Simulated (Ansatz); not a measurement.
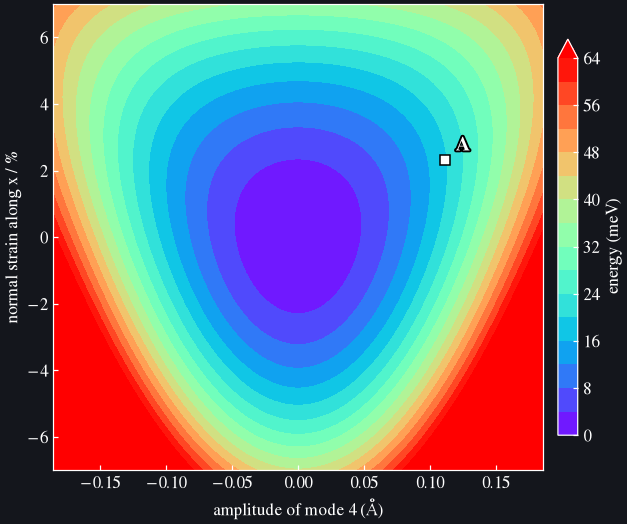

TiH (Fm-3m, No. 225; 2 atoms in the cell). The energy is mapped over a normal mode and a strain (zone-centre modes of the 2-atom cell of this scan) (x, y and z along the cube axes). The first coordinate is: amplitude of mode 4 (959 cm⁻¹), largest displacement in the unstrained cell; the second: normal strain along x. Nothing is relaxed (the pattern is fixed in fractional coordinates). Grid: 11 × 7 points; 42 points were computed and 35 follow by symmetry. Points are written as (first, second). Energies are in meV per cell, from the lowest grid point. Theory: Ansatz, DFT LDA, scalar-relativistic, plane waves, PAW. Settings: cutoff 520 eV, k-mesh 18×18×18, gaussian smearing 0.15 eV, no spin polarisation.

In the figure: filled contours, one colour for all values above the top of the scale, the point A. Between grid points the surface is interpolated.

Q: Which way does the force act at A, and how strong is it?

A: A, at (0.112 Å, 2.33 %), is not a stationary point. The computed force is 290 meV for each Å towards smaller values of the first coordinate and 0.7 meV for each 1 % towards smaller values of normal strain along x.
